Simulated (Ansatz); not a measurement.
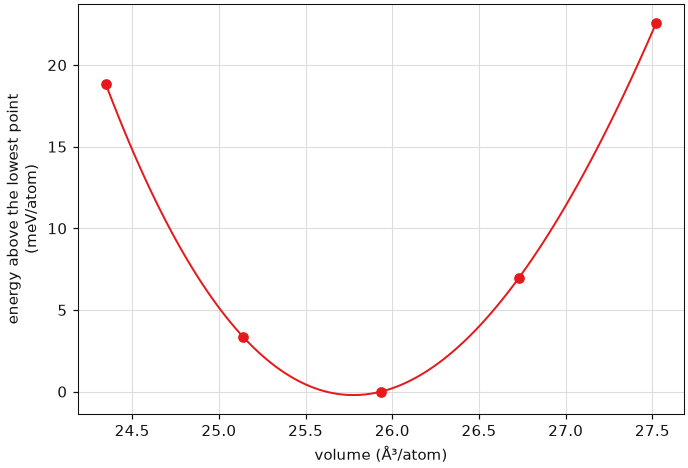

Plotted: energy above the lowest point against volume.

How it was computed, with Ansatz 0.2.0 development build: equation of state of a cubic crystal from periodic Kohn-Sham density functional theory without spin, third-order Birch-Murnaghan fit to the free energies; pressure corrected for the finite basis. Level: HSE06.

For which of these solids was it computed?
A. V, Im-3m (No. 229)
B. InP, F-43m (No. 216)
C. HfO₂, Fm-3m (No. 225)

Answer. B, InP: energy above the lowest point from 0.0 meV/atom to 22.6 meV/atom, V0 25.78 Å³/atom, B0 69.6 GPa. The others give: HfO₂, energy above the lowest point from 0.0 meV/atom to 53.7 meV/atom, V0 10.78 Å³/atom, B0 272 GPa; V, energy above the lowest point from 0.0 meV/atom to 44.1 meV/atom, V0 13.21 Å³/atom, B0 208 GPa.

For HfO₂, limits of the calculation: cubic model structure, not the ambient form.

For InP, limits of the calculation: modest k-mesh, values are not fully converged in k.

For V, limits of the calculation: coarse k-mesh, values are not converged in k.
